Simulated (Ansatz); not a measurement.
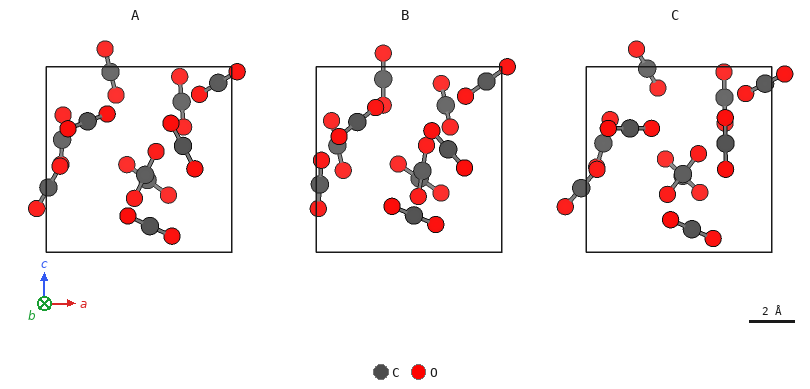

3 geometries from one relaxation of an amorphous cell of composition CO$_{2}$, in shuffled order. The picture is a ball-and-stick view of the cell of the calculation, seen along the b axis.

The cell holds 10 CO2. The run prepares the start of a later molecular dynamics calculation, from a guessed geometry.

These are results of DFT PBE-D3(BJ), scalar-relativistic, plane waves, PAW in Ansatz, not measurements. Settings: plane-wave cutoff 420 eV; k-point mesh 1 × 1 × 1; occupations fermi dirac; smearing width 0.05 eV; no spin polarisation; atoms relaxed in a fixed cell; force threshold 0.3 eV/Å; at most 15 steps.

### Put them in the order of the run, from the start to the converged end.

B, A, C. They are steps 0, 5, 12, at +65.2 meV per atom, +8.5 meV per atom relative to the last. Over 10 accepted moves (12 points after the start) the energy falls by 65.2 meV per atom. The largest force component goes from 1.6 to 0.039 eV/Å. 2 steps only repeated the SCF at the same geometry. The forces were under the threshold at step 7, but the run went on from there. An O atom moves most: 1.29 Å along [2 −1 1]. Largest moves by element: O 1.29 Å, C 0.75 Å. The cell stays as it was. Among the contacts that change: C–O 1.179 → 1.170 Å.

Limits of the set-up: the program's low-accuracy preset was used; the periodic images lie only 8.4 Å apart, so the values are limited by the cell's size.
